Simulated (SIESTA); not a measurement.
## Na2S: 7 runs along one coordinate

System: Na2S (Fm-3m, 3 atoms in the cell).
Method: Kohn-Sham DFT of a periodic cell, LDA, PseudoDojo 0.4 standard, converted to PSML, no spin polarisation (SIESTA 5.4.2).

The 7 runs differ only in the geometry, by an even scaling of the cell at fixed fractional positions. The structure derives from an entry of the Crystallography Open Database.

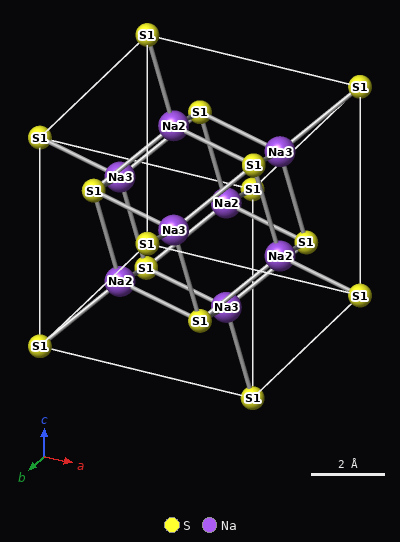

Figure 1. The structure of run 4 (ball-and-stick view of the cell 4 times as large as that of the calculation, set on its symmetry axes, seen at an oblique angle; atoms are numbered from 1 in the order of the input). An atom can appear more than once, as a periodic image.

## Input of run 4
```
SystemName                      Na2S
SystemLabel                     Na2S
NumberOfSpecies                 2
NumberOfAtoms                   3
%block ChemicalSpeciesLabel
  1  16 S
  2  11 Na
%endblock ChemicalSpeciesLabel

LatticeConstant                 1.0 Ang
%block LatticeVectors
     0.0000000000     3.2735000000     3.2735000000
     3.2735000000     0.0000000000     3.2735000000
     3.2735000000     3.2735000000     0.0000000000
%endblock LatticeVectors
AtomicCoordinatesFormat         Fractional
%block AtomicCoordinatesAndAtomicSpecies
     0.0000000000     0.0000000000     0.0000000000  1  S
     0.7500000000     0.7500000000     0.7500000000  2  Na
     0.2500000000     0.2500000000     0.2500000000  2  Na
%endblock AtomicCoordinatesAndAtomicSpecies

%block kgrid.MonkhorstPack
    7   0   0  0.0
    0   7   0  0.0
    0   0   7  0.0
%endblock kgrid.MonkhorstPack
XC.Functional                   LDA
XC.Authors                      PW92
PAO.BasisSize                   DZP
PAO.EnergyShift                 0.003 Ry
Mesh.Cutoff                     800 Ry
OccupationFunction              FD
ElectronicTemperature           0.05 eV
MaxSCFIterations                120
SCF.MustConverge                false
SCF.Mixer.Method                Pulay
SCF.Mixer.Weight                0.25
SCF.Mixer.History               8
SCF.DM.Tolerance                5.0e-05
SCF.H.Tolerance                 1.0e-03 eV
WriteForces                     true
Charge.Mulliken                 end
BandLinesScale                  ReciprocalLatticeVectors
%block BandLines
    1    0.000000   0.000000   0.000000  \Gamma
   12    0.500000   0.000000   0.500000  X
    6    0.500000   0.250000   0.750000  W
    4    0.375000   0.375000   0.750000  K
   13    0.000000   0.000000   0.000000  \Gamma
   11    0.500000   0.500000   0.500000  L
    8    0.625000   0.250000   0.625000  U
    4    0.500000   0.250000   0.750000  W
    9    0.500000   0.500000   0.500000  L
    8    0.375000   0.375000   0.750000  K
    1    0.625000   0.250000   0.625000  U
    4    0.500000   0.000000   0.500000  X
%endblock BandLines
%block PAO.Basis
  Na 4
  n=2 0 2
    2.937 0.000
  n=3 0 2
    9.500 0.000
  n=2 1 2
    3.448 0.000
  n=3 1 1
    9.500
%endblock PAO.Basis
```

Command:
```bash
siesta Na2S.fdf > Na2S.out 2>&1
```

Run 2 has the same physical settings and fractional positions; its lattice vectors (Å) are:
```
   0.000000    3.229258    3.229258
   3.229258    0.000000    3.229258
   3.229258    3.229258    0.000000
```

## Results, with one run withheld

| run | volume per atom (Å³) | free energy per atom, from the lowest run given (meV) | pressure (GPa) | gap on the mesh (eV) |
| --- | --- | --- | --- | --- |
| 1 | 21.982 | 0.00 | 0.11 | 2.47 |
| 2 | 22.450 | ? | ? | ? |
| 3 | 22.918 | 3.34 | −1.20 | 2.33 |
| 4 | 23.385 | 7.72 | −1.77 | 2.26 |
| 5 | 23.853 | 13.62 | −2.27 | 2.20 |
| 6 | 24.321 | 20.90 | −2.72 | 2.14 |
| 7 | 24.789 | 29.45 | −3.12 | 2.08 |

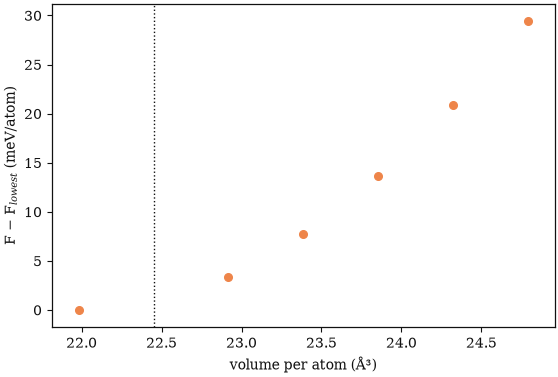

Figure 2. Free energy per atom of the runs given; the dotted line marks run 2.

What should run 2 give?

A cubic polynomial in V^(−2/3) (the Birch–Murnaghan form), fitted to the 6 runs given, misses them by at most 0.01 meV per atom. With x = V^(−2/3) − 0.12185 Å⁻², it reads F = 9.147 − 3447 x + 3.221e+05 x² + 3.2367e+05 x³ (meV per atom). At run 2 it gives 0.71 meV per atom, and the run itself gives 0.72. The slope of the fit gives a pressure −dF/dV of −0.59 GPa there, and the run prints −0.58 GPa. The fit has its minimum at 22.054 Å³ per atom, where V d²F/dV² gives 34.2 GPa: the bulk modulus at this level, since symmetry fixes the shape and the positions. The gap on the mesh goes, without turning, from 2.47 eV in run 1 to 2.08 eV in run 7; run 2 has 2.39 eV. These are gaps of this functional on this mesh, which can miss the band edges; they aren't the measured gap.

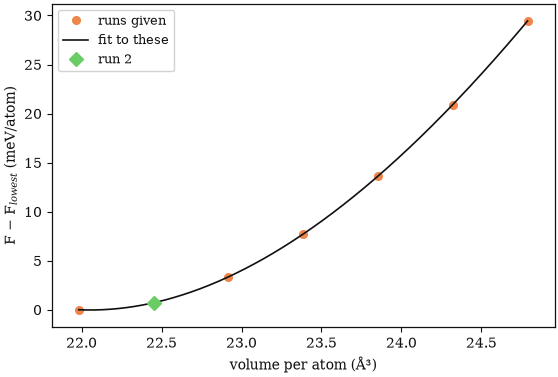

Figure 3. The fit and the withheld run.

## Some lines of the output (run 2)
```
[...]
outcell: Cell volume (Ang**3)        :     67.3501
stepf: Fermi-Dirac step function
siesta: Etot    =     -2785.290215
siesta: FreeEng =     -2785.290215
        iscf     Eharris(eV)        E_KS(eV)     FreeEng(eV)     dDmax    Ef(eV) dHmax(eV)
siesta: E_KS(eV) =            -2786.1543
siesta: E_KS - E_eggbox =     -2786.1543
siesta: Etot    =     -2786.154338
siesta: FreeEng =     -2786.154338
siesta:         Fermi =      -5.698261
siesta: Cell volume =         67.350103 Ang**3
    Orbital volume contribution        =           3.885064 eV
```

Notes: Points of doubt noted for this run: mulliken charges of long orbitals. With a small basis of atomic orbitals these values can differ much from converged plane-wave results.
